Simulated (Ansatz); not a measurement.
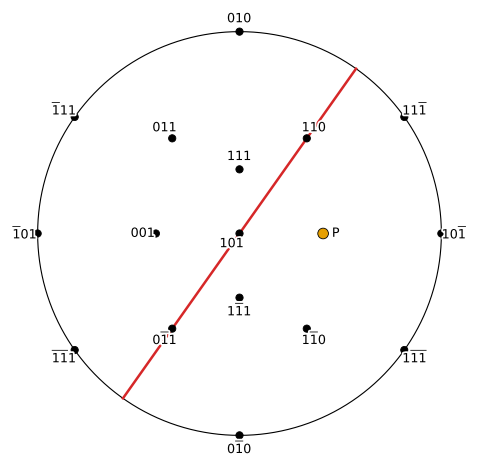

Crystal: TiSi3, the geometry relaxed with DFT PBEsol, scalar-relativistic, plane waves, PAW in Ansatz 0.2.0; the starting structure was generated, so it need not be a known form of this composition. Stereographic projection of plane normals (upper hemisphere) centred on (1 0 1). All values are computed from the atomic coordinates in the standard setting (tolerance 0.002 Å).

a = 3.802 Å, b = 3.802 Å, c = 3.802 Å, α = 90.00°, β = 90.00°, γ = 90.00°.

Question: Index the pole marked P.

Answer: P is (1 0 0), 45.0° from the centre.

Question: Which zone does the coloured great circle trace?

Answer: The zone [1 −1 −1]: its poles satisfy h − k − l = 0.

Question: What is the angle between the normals of (−1 −1 1) and (1 0 −1), and what are their d_hkl = 1/|g|?

Answer: 144.7°; d = 2.195 Å and 2.688 Å.
